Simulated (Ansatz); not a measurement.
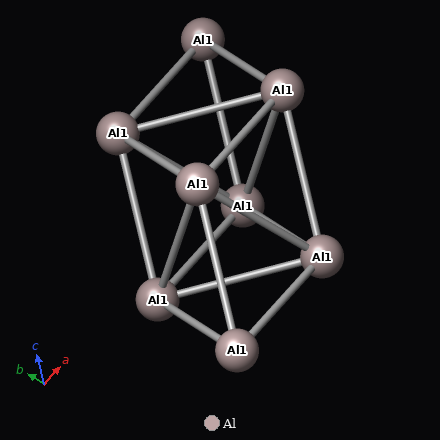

The system is Al (Fm-3m, No. 225; 1 atom in the cell); the picture shows the reference structure. The energy is mapped over two homogeneous strains (x, y and z along the cube axes). Coordinates scanned: (1) engineering shear strain xz; (2) normal strain along z. Nothing is relaxed (symmetry fixes all fractional coordinates). The grid has 7 × 7 points; 28 points were computed and 21 follow by symmetry. Points are written as (first, second). Energies: meV/atom, counted from the lowest grid point. All numbers below come from DFT LDA+D3(BJ), scalar-relativistic, plane waves, PAW in Ansatz 0.2.0. Settings: cutoff 420 eV, k-mesh 20×20×20, gaussian smearing 0.15 eV, no spin polarisation.

Its coordinates:

```yaml
crystal:
  lattice:
    - [0.00000, 1.96246, 1.96246]
    - [1.96246, 0.00000, 1.96246]
    - [1.96246, 1.96246, 0.00000]
  atoms:
    - { symbol: Al, position: [0.00000, 0.00000, 0.00000] }
```

The input of one point:

```yaml
crystal:
  lattice:
    - [0.0, 1.962458552, 1.962458552]
    - [1.962458552, 0.0, 1.962458552]
    - [1.962458552, 1.962458552, 0.0]
  atoms:
    - { symbol: Al, position: [0.0, 0.0, 0.0] }
basis:
  ecutwfc: 420
kpoints:
  mp_grid: { grid: [20, 20, 20] }
hamiltonian:
  xc: lda
  pseudopotentials: { kind: paw, azcp: { folder: soft_1 } }
  dispersion: d3bj
scf:
  occupations: { method: gaussian, width: 0.15 }
output:
  forces: true
  stress: true
  eigenvalues: true
```

Range: engineering shear strain xz from −14.0 to 14.0 %; normal strain along z from −7.00 to 7.00 %.

Predict the map.

Answer. The lowest grid point is at (0.0 %, 0.00 %). No other kind of well shows on this grid. The highest grid point, (−14.0 %, −7.00 %), lies 120 meV/atom above the lowest. Round the minimum the two coordinates are nearly uncoupled.

```tsv
normal strain along z ↓, engineering shear strain xz →	−14.0	−9.3	−4.7	0.0	4.7	9.3	14.0
7.00	52	37	29	27	29	37	52
4.67	44	25	15	12	15	25	44
2.33	43	19	7	3	7	19	43
0.00	48	20	5	0	5	20	48
−2.33	61	27	10	3	10	27	61
−4.67	85	45	23	16	23	45	85
−7.00	120	73	47	39	47	73	120
```

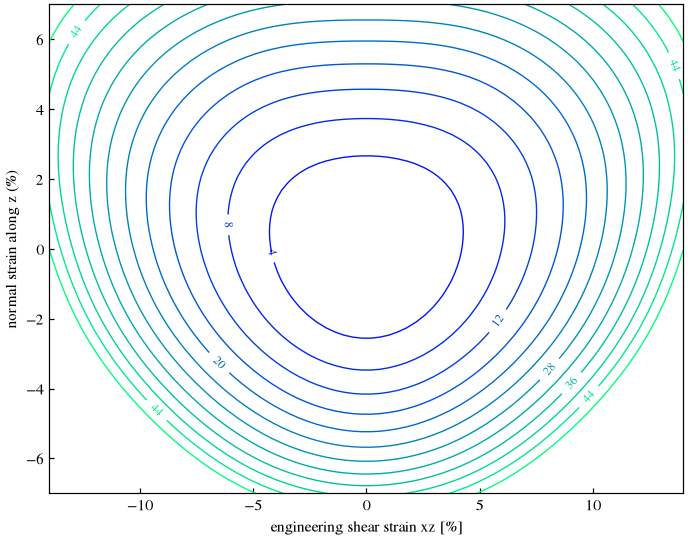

Drawn: contour lines labelled in meV/atom (none above 48). Between grid points the surface is interpolated.

The whole map (28 points run) took 8.7 min on 1 thread of Arm Neoverse N1, on a shared host.
